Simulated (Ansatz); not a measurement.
# BN: single-point calculation (part 2 of 2)

The same run, continued: BN (slab, 36 atoms in the cell); DFT PBE+D3(BJ), scalar-relativistic, plane waves, PAW, no spin polarisation (Ansatz 0.2.0); cutoff 420 eV, 3×3×1 k-mesh, Gaussian smearing of 0.05 eV. The structure derives from an entry of the Crystallography Open Database. It belongs to a series of runs on one base structure; here: the slab at its places in the relaxed adsorbed structure.

## Output, continued
```
  k-point 0: bands = ["-20.4423", "-20.3053", "-18.4960", "-18.4923", "-18.4918", "-18.4889", "-18.4884", "-18.4618", "-18.3963", "-18.3933", "-18.3929", "-18.3905", "-18.3902", "-18.3429", "-16.7317", "-16.7199", "-16.7198", "-16.6987", "-10.6553", "-10.6553", "-10.5802", "-10.5802", "-9.8856", "-9.8855", "-9.8830", "-9.8829", "-9.6233", "-9.6232", "-9.6226", "-9.6065", "-9.6020", "-9.6019", "-9.5824", "-9.5822", "-9.5821", "-9.5682", "-9.5520", "-9.5518", "-8.4492", "-7.4478", "-6.3350", "-6.3286", "-6.3283", "-6.3160", "-6.3075", "-6.3075", "-6.2968", "-6.2952", "-6.2951", "-6.2876", "-6.2592", "-6.2587", "-5.7253", "-5.7240", "-5.7233", "-5.7196", "-5.7187", "-5.6843", "-4.9057", "-4.9014", "-4.9012", "-4.8977", "-4.8975", "-4.8752", "-4.0684", "-4.0684", "-4.0518", "-4.0515", "-2.7564", "-2.7512", "-2.7507", "-2.7385", "1.9760", "1.9776", "1.9835", "1.9839", "2.0732", "2.5583", "3.2269", "4.0228", "4.1530", "4.1558", "4.1584", "4.1690", "4.1709", "4.1756", "4.2770", "4.5116", "4.5354", "4.5383", "4.5445", "4.5496", "4.5509", "5.3507", "5.3556", "5.3558", "5.3576", "5.3576", "5.3610", "5.6829", "6.0354", "6.2199", "6.2262", "6.2266", "6.2290", "6.2296", "6.2298", "6.7126"]
  k-point 1: bands = ["-20.2044", "-20.0711", "-19.5151", "-19.3940", "-18.8756", "-18.8650", "-18.7668", "-18.7566", "-17.8094", "-17.7976", "-17.7328", "-17.7211", "-17.4945", "-17.4417", "-17.0766", "-17.0620", "-17.0342", "-17.0161", "-11.3474", "-11.3119", "-10.8808", "-10.8799", "-10.8431", "-10.8424", "-10.5339", "-10.5318", "-10.4975", "-10.4950", "-8.8468", "-8.8445", "-8.8155", "-8.8125", "-8.5058", "-8.5003", "-8.4833", "-8.4742", "-8.1252", "-7.2757", "-7.2725", "-7.2583", "-7.2410", "-7.2340", "-7.2157", "-7.1412", "-7.1060", "-6.8057", "-6.7759", "-6.5080", "-6.4966", "-6.4778", "-6.4660", "-6.2716", "-6.2621", "-6.2324", "-5.4490", "-5.4253", "-5.3977", "-5.3965", "-5.0246", "-5.0101", "-4.7073", "-4.6959", "-4.5094", "-4.4889", "-4.1982", "-4.0076", "-4.0013", "-3.6165", "-3.5097", "-3.4980", "-3.0598", "-3.0522", "2.1243", "2.1932", "2.1986", "2.4790", "2.5136", "2.5198", "2.7529", "2.9386", "3.0384", "3.0434", "3.4844", "3.4948", "3.6202", "3.6231", "4.0185", "4.4092", "4.6578", "4.7303", "4.7336", "4.7553", "4.7694", "4.7912", "5.2347", "5.2602", "5.5094", "5.5483", "5.9673", "5.9731", "5.9774", "5.9877", "5.9887", "6.4051", "6.4455", "6.7475", "6.7481", "6.7847"]
  k-point 2: bands = ["-20.2044", "-20.0711", "-19.5151", "-19.3940", "-18.8757", "-18.8650", "-18.7667", "-18.7566", "-17.8094", "-17.7976", "-17.7328", "-17.7211", "-17.4942", "-17.4420", "-17.0766", "-17.0621", "-17.0342", "-17.0161", "-11.3468", "-11.3125", "-10.8809", "-10.8803", "-10.8425", "-10.8423", "-10.5342", "-10.5321", "-10.4972", "-10.4948", "-8.8470", "-8.8446", "-8.8153", "-8.8124", "-8.5058", "-8.5004", "-8.4833", "-8.4742", "-8.1252", "-7.2760", "-7.2725", "-7.2583", "-7.2409", "-7.2339", "-7.2158", "-7.1413", "-7.1056", "-6.8057", "-6.7759", "-6.5078", "-6.4965", "-6.4778", "-6.4660", "-6.2717", "-6.2622", "-6.2325", "-5.4490", "-5.4253", "-5.3978", "-5.3964", "-5.0245", "-5.0100", "-4.7074", "-4.6962", "-4.5095", "-4.4891", "-4.1969", "-4.0074", "-4.0010", "-3.6182", "-3.5099", "-3.4984", "-3.0594", "-3.0519", "2.1308", "2.1928", "2.1942", "2.4792", "2.5168", "2.5213", "2.7468", "2.9385", "3.0373", "3.0392", "3.4876", "3.4970", "3.6202", "3.6231", "4.0184", "4.4092", "4.6578", "4.7300", "4.7335", "4.7553", "4.7701", "4.7913", "5.2336", "5.2601", "5.5094", "5.5485", "5.9670", "5.9732", "5.9775", "5.9880", "5.9887", "6.4051", "6.4463", "6.7475", "6.7480", "6.7851"]
  k-point 3: bands = ["-19.7488", "-19.7456", "-19.7273", "-19.6221", "-19.6196", "-19.5991", "-17.9380", "-17.9349", "-17.9173", "-17.8531", "-17.8505", "-17.8286", "-17.2077", "-17.2070", "-17.1894", "-17.1738", "-17.1735", "-17.1396", "-11.4869", "-11.4730", "-11.4693", "-11.4500", "-11.4391", "-11.4313", "-9.7825", "-9.7788", "-9.7774", "-9.7753", "-9.7727", "-9.7636", "-7.9935", "-7.9811", "-7.9791", "-7.9640", "-7.9525", "-7.9501", "-7.5468", "-7.5356", "-7.5348", "-7.5114", "-7.5080", "-7.5065", "-7.4891", "-7.4874", "-7.4786", "-6.5803", "-6.5795", "-6.5573", "-6.4144", "-6.4063", "-6.4053", "-6.3882", "-6.3861", "-6.3702", "-5.3855", "-5.3743", "-5.3677", "-5.3587", "-5.3531", "-5.3319", "-4.9105", "-4.9069", "-4.8886", "-4.1726", "-4.1692", "-4.1564", "-3.7086", "-3.7070", "-3.6865", "-3.2531", "-3.2512", "-3.2347", "1.8299", "1.8377", "1.8440", "2.3937", "2.4092", "2.4149", "3.2569", "3.2576", "3.2628", "3.6413", "3.6431", "3.6518", "3.6720", "3.6725", "3.6885", "3.8789", "3.8886", "3.8967", "4.4075", "4.4079", "4.4080", "5.1601", "5.1602", "5.1665", "5.3304", "5.3478", "5.3479", "6.3686", "6.3757", "6.3764", "6.6050", "6.6071", "6.6073", "7.0256", "7.0266", "7.0400"]
```

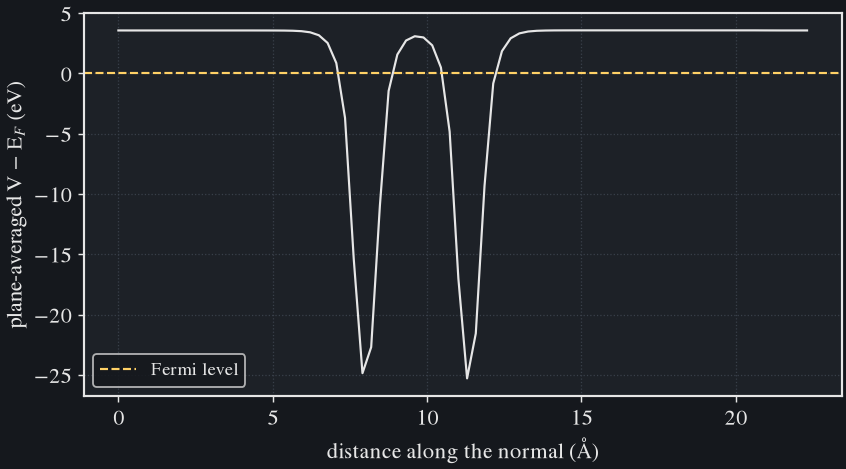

*Plane average of the electrostatic potential energy of an electron across the cell, from the Fermi level.*

The vacuum level lies 3.57 eV above the Fermi level.

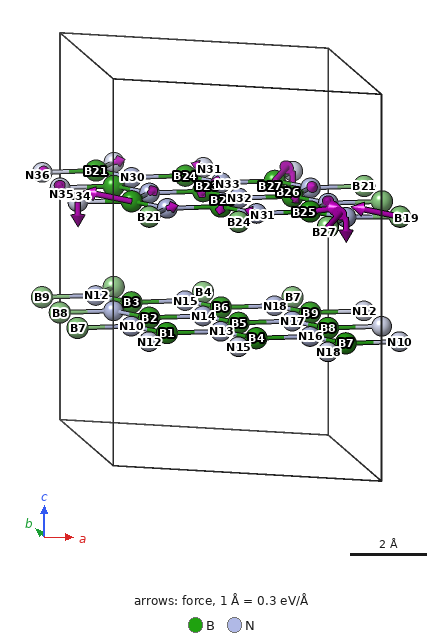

*Forces on the atoms as pink arrows (ball-and-stick view of the cell of the calculation, with the vacuum cut short, seen slightly off an axis; neighbours outside the cell are drawn fainter; atoms are numbered from 1 in the order of the input); the smallest are left out.*

The largest act on B19 (0.41 eV/Å); B25, B27 (0.40 eV/Å); N34 (0.21 eV/Å). The geometry is not a stationary point of this energy.

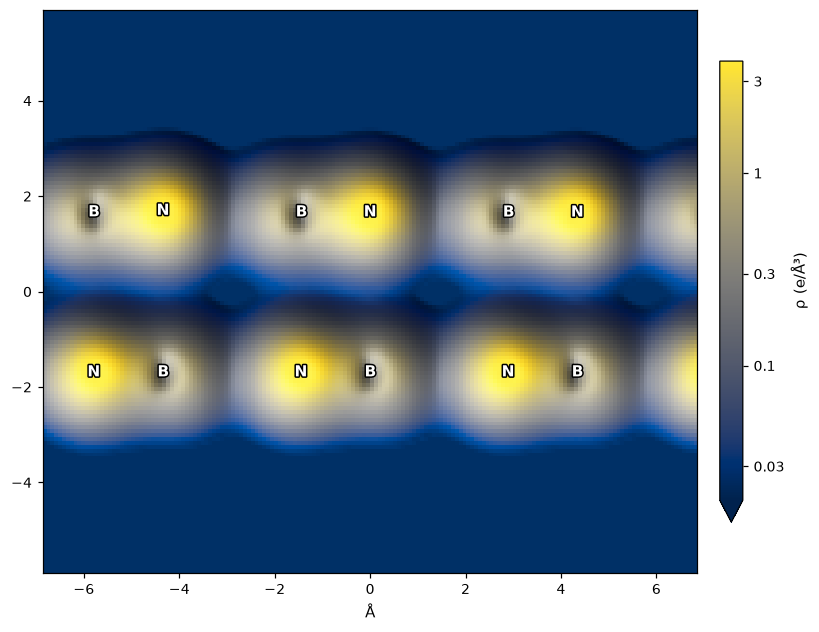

*Valence electron density on the (110) plane of the calculation cell, a cut from vacuum to vacuum.*

B–N (1.45 Å): ρ is about 1.8 e/Å³ halfway. The density dies away to nearly zero in the vacuum. Core electrons are frozen (PAW), so the fields are smoothed inside the atomic spheres.

## Results in brief

```json
{"quantity": "outcome", "value": "converged"}
{"quantity": "electrons treated", "value": "144"}
{"quantity": "free energy", "value": "−9767.3018 eV"}
{"quantity": "work function, top face", "value": "3.57 eV"}
{"quantity": "work function, bottom face", "value": "3.56 eV"}
{"quantity": "Fermi energy", "value": "−0.454 eV"}
{"quantity": "gap on the k-point mesh", "value": "4.57 eV"}
{"quantity": "work function (upper face)", "value": "3.57 eV"}
{"quantity": "largest force (length of the vector)", "value": "0.412 eV/Å"}
{"quantity": "wall time", "value": "5.8 s (CPU time 20 s)"}
{"quantity": "peak memory", "value": "2.3 GiB"}
```
